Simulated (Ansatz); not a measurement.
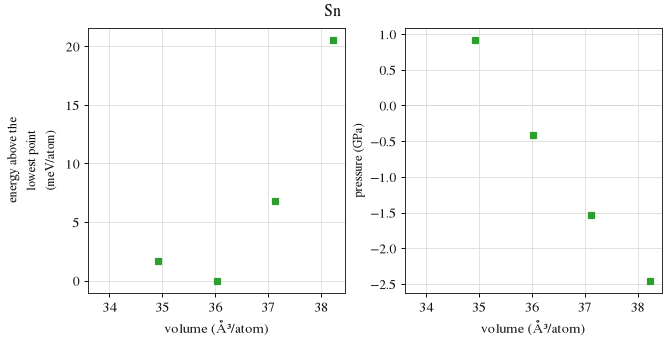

The picture above shows the energy above the lowest point and pressure against volume for Sn, space group Fd-3m (No. 227) (one of a set of cubic test structures, which need not be the stable phase).

Method: equation of state of a cubic crystal from periodic Kohn-Sham density functional theory without spin, third-order Birch-Murnaghan fit to the free energies; pressure corrected for the finite basis (Ansatz 0.2.0 development build). Level: HSE06.

- structure type: diamond
- atoms in cell: 2
- space group number: 227
- lattice centring: face-centred primitive
- k mesh: 4×4×4
- occupation method: Fermi–Dirac
- occupation width: 0.1 eV
- wave cutoff: 270 eV
- datasets: all-electron datasets
- density tolerance: 1e−09 eV
- bands: 20
- density cutoff ratio: 4
- nucleus: point
- search for lower states: default
- exchange singularity: regularized

The point at volume 33.82 Å³/atom is left out of the plot. What does the calculation give there?

```tsv
volume (Å³/atom)	energy above the lowest point (meV/atom)	pressure (GPa)
33.82	13.1	2.415
```

Caveats: coarse k-mesh, values are not converged in k.
